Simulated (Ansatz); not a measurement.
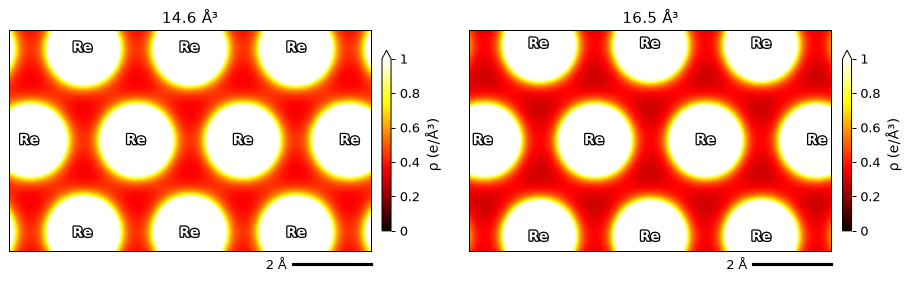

Re. The valence charge density (pseudo) of cells scaled evenly to different volumes (given per atom above each panel), on the (010) plane of each (indices in the axes of the cell below), at one length scale and on one colour scale.

Computed without spin polarisation.

Computed with DFT PBE, scalar-relativistic, plane waves, PAW in Ansatz.

The density is the valence pseudo-density of a PAW calculation; it isn't the true density close to the nuclei.

The largest cell:

```
Re
1.0
     0.00000    2.02092    2.02092
     2.02092    0.00000    2.02092
     2.02092    2.02092    0.00000
Re
1
Cartesian
  0.0000 0.0000 0.0000
```

| volume (Å³/atom) | Re–Re contact in the plane (Å) | ρ at its midpoint (e/Å³) | pressure (GPa) | 
| --- | --- | --- | --- |
| 14.56 | 2.741 | 0.438 | 11.8 | 
| 15.41 | 2.793 | ? | ? | 
| 16.51 | 2.858 | 0.366 | −27.9 | 

Q: Estimate the missing row, and compare with the calculation.

A: Over the known rows ln ρ falls by 1.53 per Å of Re–Re distance (the line through the two), which gives 0.404 e/Å³ at 2.793 Å; the calculation gives 0.404 e/Å³. For the pressure, a straight line in volume between the neighbouring rows gives −5.5 GPa; the calculation gives −9.0, lower because pressure rises ever faster on compression.
